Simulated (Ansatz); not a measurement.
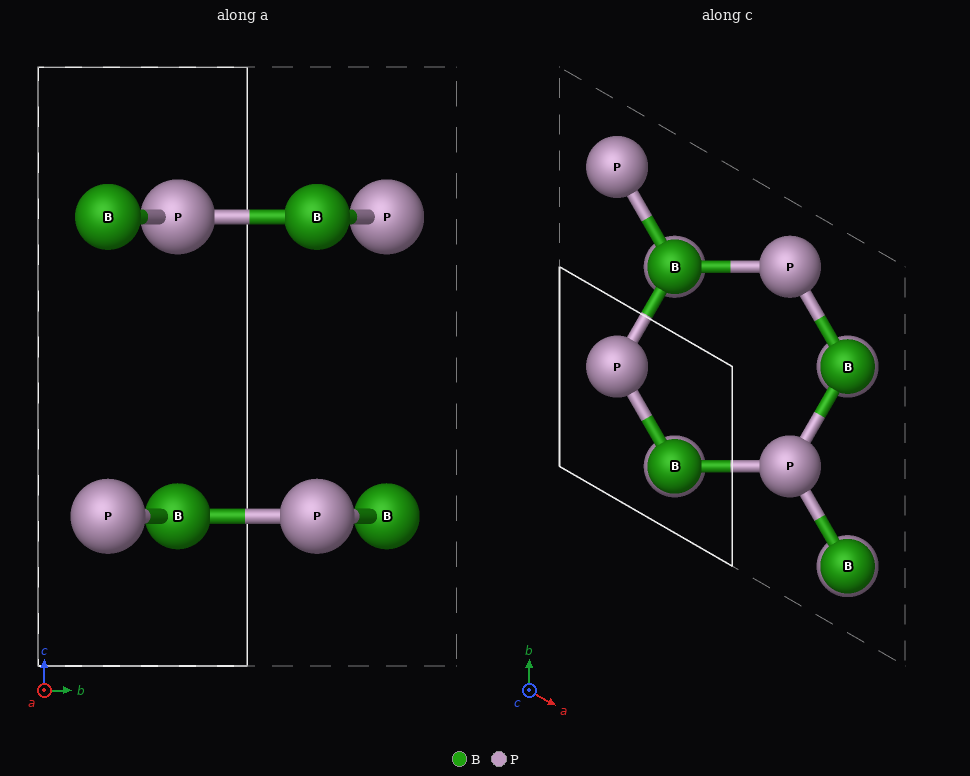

An orthographic ball-and-stick view of the structure, along the a axis and along the c axis. Shown are 2×2×1 repeats of the conventional unit cell, one of them outlined in solid lines.

BP, space group P6_3/mmc (No. 194), a = 3.20 Å, b = 3.20 Å, c = 7.95 Å, α = 90.00°, β = 90.00°, γ = 120.00°.

Calculation details: DFT, r2SCAN+rVV10, plane waves, PAW (Ansatz 0.2.0); a 500 eV plane-wave basis, 12×12×4 k-points, Fermi-Dirac smearing of 0.03 eV, no spin polarisation.

> Does it come out as a metal, or with a gap?

A semiconductor at this level, with a gap of 0.87 eV, indirect; the smallest direct gap is 1.02 eV.

> What pressure does the calculation give for this cell?

The computed pressure is 0.0 GPa, close to zero.

Starting structure: a structure type filled with these elements by a generator (whether the compound takes this form wasn't checked). Earlier steps of the study may have refined or changed the cell and positions. It was the input of a calculation with Ansatz.
